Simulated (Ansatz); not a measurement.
## Molecular dynamics of C (part 3 of 3)

The same run, continued: C (slab, 19 atoms in the cell); DFT PBEsol, scalar-relativistic, plane waves, PAW, spin-polarised (Ansatz 0.2.0); cutoff 420 eV, 2×2×1 k-mesh, Fermi–Dirac smearing of 0.05 eV, collinear spins. It belongs to a series of runs on one base structure; here: dynamics from the start.

Geometry of the input (Å; fractional positions):
```
7.3980  0.0000  0.0000
-3.6990  6.4069  0.0000
0.0000  0.0000  11.0000
C  0.0038  -0.0002  0.0830
C  0.2229  0.1125  0.0912
C  0.0041  0.3330  0.0841
C  0.2241  0.4430  0.0851
C  0.0037  0.6658  0.0824
C  0.2227  0.7721  0.0906
C  0.3281  -0.0053  0.1178
C  0.5680  0.1150  0.1179
C  0.3357  0.3321  0.0892
C  0.5603  0.4445  0.0891
C  0.3356  0.6654  0.0890
C  0.5603  0.7778  0.0895
C  0.6732  -0.0027  0.0914
C  0.8923  0.1100  0.0831
C  0.6732  0.3378  0.0909
C  0.8923  0.4441  0.0825
C  0.6719  0.6669  0.0853
C  0.8918  0.7769  0.0841
C  0.4478  0.0540  0.2366
```

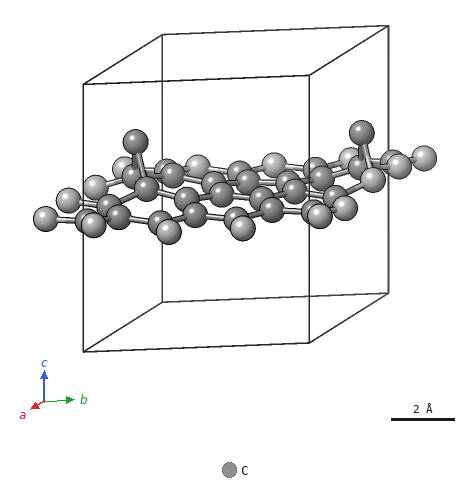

*The geometry at step 48 of the log (ball-and-stick view of the cell of the calculation, with the vacuum cut short, seen slightly off an axis; neighbours outside the cell are drawn fainter).*

Trajectory as extended XYZ, continued
```
19
Lattice="7.3980 0.0000 0.0000 -3.6990 6.4069 0.0000 0.0000 0.0000 11.0000" Properties=species:S:1:pos:R:3:forces:R:3 step=16 time_fs=16.0 energy=-4679.23158 temperature=577.3
C    -0.0015   -0.0170    0.9113    0.8147  -0.1693  -0.2547
C     1.2256    0.7217    1.0403   -0.4757   0.6642   0.0978
C    -1.1811    2.1473    0.7879   -1.9697  -1.6839   0.2949
C    -0.0368    2.8620    0.8191    4.1257   1.0809   1.3963
C    -2.4036    4.2888    0.9114   -2.4796  -1.8669   0.0401
C    -1.2091    4.9612    1.0361   -1.5963   1.8802  -0.1695
C     2.3838   -0.0289    1.3466    1.9378   0.3231   1.2459
C     3.8303    0.8606    1.3645   -0.5403  -3.2983  -0.0543
C     1.2834    2.1562    1.0625   -3.3939  -0.7329  -1.3768
C     2.4699    2.8676    1.0230    1.7296   0.2369   0.0890
C    -0.0373    4.3078    0.9487    3.4718  -1.7590  -0.6087
C     1.2727    5.0306    0.9060   -1.5721  -2.5086   1.3350
C     4.9827   -0.0280    1.0248    0.6467   3.6206  -0.7465
C     6.2006    0.6963    0.8398   -0.4367   0.2207   0.4452
C     3.7268    2.2047    0.9851    0.3523   0.9562  -0.1815
C     4.9889    2.8445    0.8376   -0.9194   1.5939  -0.2527
C     2.5027    4.2944    0.9712   -2.6286  -1.1761  -0.7228
C     3.6799    4.9344    0.9656    3.7944   2.7301  -0.2024
C     3.2171    0.3516    2.5954   -0.8607  -0.1120  -0.3743
19
Lattice="7.3980 0.0000 0.0000 -3.6990 6.4069 0.0000 0.0000 0.0000 11.0000" Properties=species:S:1:pos:R:3:forces:R:3 step=24 time_fs=24.0 energy=-4679.26408 temperature=629.9
C    -0.0193    0.0015    0.9197    3.4446  -1.1643   0.0907
C     1.2163    0.7109    1.0785   -0.2806   1.3498  -0.0240
C    -1.2138    2.1002    0.7453    0.5344   2.5647   0.6433
C    -0.0018    2.8616    0.8445    0.0568  -0.5448  -0.0004
C    -2.4425    4.2916    0.8830   -1.1545   0.6543   0.1317
C    -1.2611    5.0547    1.0256    1.0071  -3.9042  -1.3619
C     2.4324   -0.0082    1.4224   -1.3171   0.6254  -0.4906
C     3.8020    0.8552    1.3577    1.7939  -3.6678  -0.2324
C     1.2676    2.1241    1.0502   -1.1592   0.9929  -0.5644
C     2.5058    2.8799    1.0714   -0.7774  -1.4324  -0.0797
C    -0.0606    4.2998    0.8752    2.1188   0.8732   0.8911
C     1.2436    5.0382    0.9234   -0.5251  -0.4572   0.7083
C     5.0213    0.0698    0.9973   -2.9080  -2.8897  -0.2126
C     6.2154    0.6892    0.8310   -1.1295   2.6163  -0.0275
C     3.7314    2.1687    1.0480   -0.2734   4.0810  -1.3764
C     4.9458    2.8689    0.7800    0.8580  -0.6942   0.4564
C     2.4894    4.2773    0.9699   -1.3784   1.2754  -0.3752
C     3.6875    4.9917    0.9563    0.9734  -0.3435  -0.0792
C     3.2093    0.3361    2.5853    0.1163   0.0651   1.9030
19
Lattice="7.3980 0.0000 0.0000 -3.6990 6.4069 0.0000 0.0000 0.0000 11.0000" Properties=species:S:1:pos:R:3:forces:R:3 step=32 time_fs=32.0 energy=-4678.58901 temperature=449.4
C     0.0897   -0.0035    0.9258   -3.8791   2.8245  -0.3065
C     1.1891    0.7629    1.1112    1.8271  -0.1956   0.1563
C    -1.2434    2.1422    0.7449    2.2160   2.6048   0.6111
C     0.0410    2.8550    0.8736   -2.5532   1.1269  -0.9872
C    -2.5360    4.3201    0.8544    4.4014  -0.8968  -0.4250
C    -1.3106    4.9936    0.9825    2.4095   0.4601   0.1543
C     2.4128    0.0334    1.4841   -1.2398  -2.6737  -2.3440
C     3.8330    0.7206    1.3152   -1.6147   4.7234   0.4231
C     1.2238    2.1554    1.0354    1.3938   0.2017   0.2982
C     2.5056    2.8494    1.0854   -2.1058   3.0115  -0.7220
C    -0.0125    4.3112    0.8442   -1.8977  -0.2100   1.4392
C     1.1895    5.0210    0.9776    2.0121   0.5128  -0.5876
C     4.9788    0.0589    0.9760    1.1118  -2.4993  -1.0103
C     6.1768    0.7769    0.8148    1.2738  -3.0188   0.1810
C     3.7553    2.2851    1.0551    0.2299  -4.6889  -0.1104
C     4.9498    2.9045    0.7493   -0.7930  -0.3345   0.8848
C     2.4307    4.3088    0.9398    1.5800  -0.2994   0.6958
C     3.7319    5.0249    0.9465   -4.9986  -0.9821  -0.0374
C     3.2098    0.3092    2.6090    0.6266   0.3335   1.6867
19
Lattice="7.3980 0.0000 0.0000 -3.6990 6.4069 0.0000 0.0000 0.0000 11.0000" Properties=species:S:1:pos:R:3:forces:R:3 step=40 time_fs=40.0 energy=-4679.04512 temperature=732.1
C     0.0186    0.0915    0.9269   -0.7738  -1.2911   0.6237
C     1.2262    0.8226    1.1535   -1.0290  -1.7836  -0.8606
C    -1.1922    2.2473    0.7662   -2.0232  -3.2269   0.6400
C     0.0035    2.8767    0.8709    1.1329   1.4426  -0.4268
C    -2.4916    4.3378    0.8208   -0.9178   0.0405   0.2053
C    -1.2443    4.9440    0.9249   -1.0828   3.3703   0.8820
C     2.3833   -0.0189    1.4263    2.2822  -0.1307  -0.2633
C     3.7858    0.7580    1.2663   -0.1680   0.7421   0.9313
C     1.2522    2.2142    1.0336   -0.5136  -0.9696   0.2790
C     2.4585    2.9351    1.0543    2.7511  -1.4560  -0.1341
C    -0.0266    4.3023    0.8784    0.5449  -0.5481   0.7233
C     1.2066    4.9972    1.0102    0.2756   0.1195  -1.0866
C     4.9804   -0.0460    0.9083   -0.8830   3.8351   0.9915
C     6.1789    0.7708    0.8540    0.0163   0.1447  -0.5731
C     3.7740    2.2590    1.0681   -2.5316  -1.6023  -0.6324
C     4.9568    2.9523    0.7943   -0.3302  -1.5921   0.2898
C     2.4444    4.3264    0.9376   -1.0290  -1.0652   0.6344
C     3.6160    4.9891    0.9544    4.2832   3.8109  -0.6183
C     3.2074    0.2960    2.6716   -0.0042   0.1600  -1.6051
19
Lattice="7.3980 0.0000 0.0000 -3.6990 6.4069 0.0000 0.0000 0.0000 11.0000" Properties=species:S:1:pos:R:3:forces:R:3 step=48 time_fs=48.0 energy=-4679.15592 temperature=743.1
C    -0.0553    0.1322    0.9668    3.6541  -2.1745   0.5183
C     1.2053    0.8059    1.1728   -0.1024   0.3214  -1.0136
C    -1.2090    2.2147    0.8159   -0.6741   0.1653   0.6779
C     0.0103    2.9482    0.8600    0.0207  -2.6331   0.3204
C    -2.4541    4.3608    0.8392   -1.2694   0.7053   0.0315
C    -1.2041    5.0405    0.8793   -1.3352  -2.1642   0.2467
C     2.4343   -0.0623    1.3418   -0.2328   4.3143   0.9914
C     3.7194    0.8309    1.2883    1.2976  -3.5611   0.5052
C     1.2619    2.2382    1.0195   -0.3761  -1.5154   0.2933
C     2.5134    2.9613    1.0055   -0.7776  -2.9879   0.2976
C    -0.0029    4.3232    0.9369   -0.4725   0.6790  -0.5387
C     1.2245    5.0015    0.9898    0.3243   1.9528  -0.3438
C     4.9647    0.0032    0.9052   -1.5970   1.7023   1.5197
C     6.1586    0.7674    0.8900   -1.9743   2.1306  -0.6213
C     3.7007    2.2019    1.0423    1.1636   3.3580  -0.8082
C     4.9540    2.9494    0.8719   -0.9534  -1.4413  -0.2257
C     2.4492    4.3233    0.9557    2.0079   2.5114  -0.1820
C     3.6503    5.1093    0.9284    1.4018  -1.6910  -0.0254
C     3.1925    0.2566    2.6783   -0.1055   0.3281  -1.6434
19
Lattice="7.3980 0.0000 0.0000 -3.6990 6.4069 0.0000 0.0000 0.0000 11.0000" Properties=species:S:1:pos:R:3:forces:R:3 step=56 time_fs=56.0 energy=-4678.87071 temperature=690.1
C     0.0127    0.1083    1.0021   -2.3499   2.2907  -0.5542
C     1.1795    0.7850    1.1375    2.3300   1.9635  -0.3659
C    -1.2637    2.1925    0.8900    1.2739   3.2423   0.3083
C     0.0343    2.9158    0.8542   -1.6698   0.9686   1.2215
C    -2.4627    4.3946    0.8741    1.1643  -1.4685  -0.3724
C    -1.2266    5.0641    0.8556    1.1439  -0.6389   1.2290
C     2.4720    0.0498    1.2708   -2.7823  -1.0870  -0.0474
C     3.7242    0.7844    1.3287   -0.0837   3.1185  -0.9284
C     1.2454    2.2108    1.0298   -0.1565  -0.3709  -0.2874
C     2.5144    2.8925    0.9748   -2.0658   4.0137   0.0623
C     0.0359    4.3928    0.9522   -0.8099  -1.9934  -1.3461
C     1.2713    5.1180    0.9350   -0.0382  -0.9783   0.4784
C     4.8851    0.1191    0.9380    2.8450  -1.6492   0.1727
C     6.0866    0.8314    0.9227    2.5517  -2.1183  -0.2123
C     3.7068    2.2587    0.9764   -0.1932  -2.4842   1.4412
C     4.8878    2.9201    0.9373    2.4236   2.3077  -0.9644
C     2.5317    4.4127    0.9577   -0.5341  -1.2019  -0.7493
C     3.7691    5.1619    0.9029   -2.8141  -4.1320   0.6250
C     3.1819    0.2378    2.6132   -0.2350   0.2176   0.2894
19
Lattice="7.3980 0.0000 0.0000 -3.6990 6.4069 0.0000 0.0000 0.0000 11.0000" Properties=species:S:1:pos:R:3:forces:R:3 step=64 time_fs=64.0 energy=-4678.81212 temperature=772.8
C    -0.0213    0.1880    1.0132    0.7405  -3.2293  -0.7080
C     1.2188    0.8408    1.1232   -2.1406  -0.5171  -0.8548
C    -1.2517    2.2851    0.9813    0.6203  -1.0865  -0.0569
C    -0.0062    2.9004    0.8927    1.0595   2.6172   0.7213
C    -2.4083    4.3718    0.8701   -0.2121  -0.3111   0.0666
C    -1.1991    5.0484    0.8841    1.2120   1.6024   0.4672
C     2.4022    0.1299    1.2069    2.6594  -4.1244   0.8407
C     3.7330    0.8417    1.3520   -0.4445   1.2652  -1.0698
C     1.2320    2.1835    1.0175   -0.4085   3.9845  -0.3996
C     2.4413    2.9662    0.9527    2.5361   0.3775   0.3049
C     0.0723    4.3850    0.8888   -1.0972  -0.1686  -0.0587
C     1.2977    5.2049    0.8970    0.1752  -3.1120   0.4094
C     4.9327    0.1739    0.9652    0.5962  -1.6952  -0.0824
C     6.1221    0.8598    0.9721    2.1647   0.7626   0.0317
C     3.7108    2.2664    1.0010   -1.8807   1.3884   0.9921
C     4.9214    2.9706    0.9731    0.1666  -0.1512  -0.7773
C     2.5749    4.4502    0.9402   -3.9837  -2.3379  -0.8493
C     3.7830    5.0589    0.8976   -0.9908   4.4633   0.7493
C     3.1704    0.2384    2.5732   -0.7726   0.2721   0.2738
19
Lattice="7.3980 0.0000 0.0000 -3.6990 6.4069 0.0000 0.0000 0.0000 11.0000" Properties=species:S:1:pos:R:3:forces:R:3 step=72 time_fs=72.0 energy=-4678.88951 temperature=665.3
C    -0.0284    0.1435    1.0100    3.0826   0.1879  -0.0060
C     1.1796    0.9107    1.1056    0.9910  -0.7217  -0.9518
C    -1.2128    2.3299    1.0628    0.4624  -1.6364  -0.4682
C    -0.0130    3.0219    0.9580    0.7577  -1.1710  -0.2419
C    -2.3473    4.3443    0.8465   -2.5162   4.0450   0.9215
C    -1.1305    5.0846    0.9031   -2.0064  -1.1727  -1.0888
C     2.4045    0.0707    1.1847    1.0918   1.9262   0.6302
C     3.7247    0.9424    1.3352    0.4521  -2.0206  -0.2496
C     1.1969    2.3167    0.9773    1.6114  -1.8612   0.5756
C     2.4701    3.0347    0.9237   -1.4095  -1.2596   0.3759
C     0.0611    4.3724    0.8291    0.1403   4.2596   0.7332
C     1.3162    5.1819    0.8524   -1.3018  -1.0336   0.6298
C     5.0263    0.1578    1.0028   -1.3755   1.4216   0.2741
C     6.2430    0.9109    1.0096   -3.3045  -0.9534   0.3426
C     3.6380    2.3657    1.0659    3.1918  -0.8201  -0.3258
C     4.9717    2.9971    0.9762   -2.1962  -0.9655  -0.0664
C     2.4863    4.4161    0.8991    2.3569   2.7425  -0.4547
C     3.7496    5.1328    0.9535   -0.2164  -1.5729  -0.5929
C     3.1079    0.2416    2.5198    0.1885   0.6060  -0.0367
19
Lattice="7.3980 0.0000 0.0000 -3.6990 6.4069 0.0000 0.0000 0.0000 11.0000" Properties=species:S:1:pos:R:3:forces:R:3 step=80 time_fs=80.0 energy=-4678.64174 temperature=754.7
C     0.0677    0.0963    1.0266   -1.6004   3.8792  -0.1868
C     1.1723    0.9053    1.0725    2.9658   0.2797  -0.4191
C    -1.1443    2.3050    1.1111   -1.2907   2.6696  -1.3322
C     0.0463    3.1138    0.9825   -1.5212  -1.4975  -0.3649
C    -2.3714    4.4664    0.8553   -2.7014  -2.8754   0.4175
C    -1.1791    5.1073    0.8726    0.3466   1.9928  -0.8603
C     2.4747    0.1126    1.1543   -1.9161   1.4089  -0.9537
C     3.7423    0.9343    1.3066    1.6482   0.2078  -0.1420
C     1.2059    2.3630    0.9693    1.8562  -1.9930   0.4703
C     2.4638    3.0414    0.9103    0.3266   0.7437   0.3642
C     0.0847    4.5379    0.8215   -2.4769  -3.7482   0.7112
C     1.2836    5.1495    0.8516    2.1212   4.9109   0.4905
C     5.0485    0.2165    1.0292   -1.5921  -1.0193  -0.3067
C     6.2592    0.9113    1.0246   -0.6783  -1.9393   0.3798
C     3.6996    2.4326    1.1285    0.4780  -2.9685  -1.1665
C     4.9539    2.9930    0.9439    1.5909   1.7521   0.8971
C     2.5016    4.4685    0.8338    0.4106  -1.1752   0.5874
C     3.7337    5.1373    0.9610    1.3023  -1.4332  -0.7310
C     3.0553    0.2631    2.4523    0.7307   0.8049   2.1454
```

Summary

| quantity | value |
| --- | --- |
| outcome | finished |
| mean temperature over the second half | 697 K |
| trajectory | 80 steps, 80 fs |
| ensemble | nvt_langevin |
| temperature in the input | 900.0 K |
| time step | 1 fs |
| electrons treated | 76 |
| potential energy (free energy of the electrons) (last step) | −4678.6417 eV |
| Fermi energy (last step) | −1.131 eV |
| net moment of the cell (last step) | 0.00 μB |
| integrated absolute moment (last step) | 0.00 μB |
| largest force (length of the vector) (last step) | 5.372 eV/Å |
| hardware | 1 thread of Intel Xeon (Granite Rapids), 16 GiB of memory available, shared host |
| wall time | 16 min |
| peak memory | 0.85 GiB |

Notes

Warnings of the run: some starting moments were not kept. The input asks for low accuracy. The k-point mesh is coarse for a cell of this size, so the results may not be converged. So short a trajectory is not equilibrated. The logged temperature at the start can lie below the typed one, since it is counted over all degrees of freedom.
